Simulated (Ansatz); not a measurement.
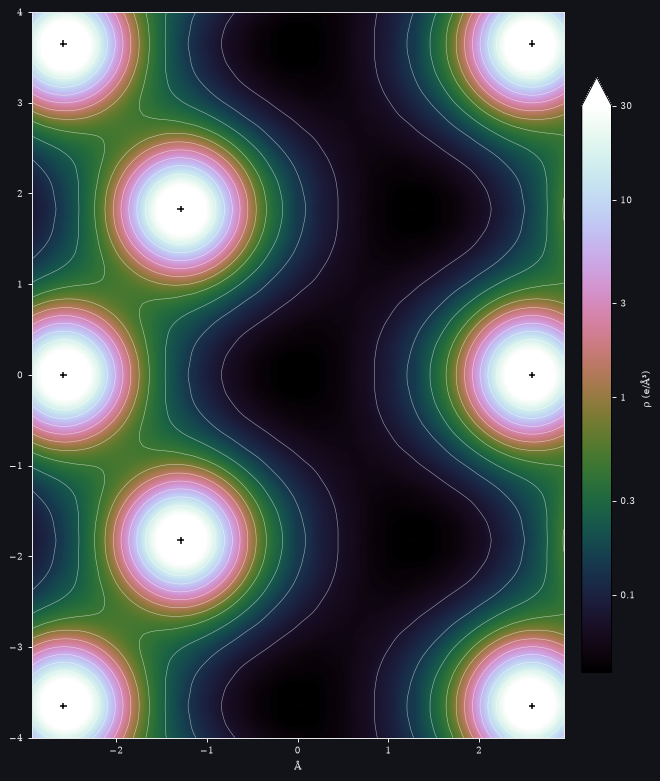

The valence electron density on a plane through atoms (crosses mark nuclei in the plane).

Computed with Ansatz 0.2.0, DFT, RPBE, plane waves (420 eV) with PAW, scalar-relativistic.

Candidates:
A. Ni, a = 5.16 Å, b = 5.16 Å, c = 5.16 Å, α = 90.00°, β = 90.00°, γ = 90.00°. Space group Fd-3m; set up as Ni, diamond; a generated structure, not necessarily the stable one; spin-polarised.
B. C, a = 1.73 Å, b = 1.73 Å, c = 9.14 Å, α = 90.00°, β = 90.00°, γ = 120.00°. Space group P6₃/mmc; set up as C, hcp; a generated structure, not necessarily the stable one; changed on purpose from its base cell (volume × 1.0).

**Which candidate gave the map?**

Candidate A: Ni on the (101) plane of the conventional cell, which holds Ni. Ni–Ni (2.24 Å): ρ at the midpoint is about 0.51 e/Å³.
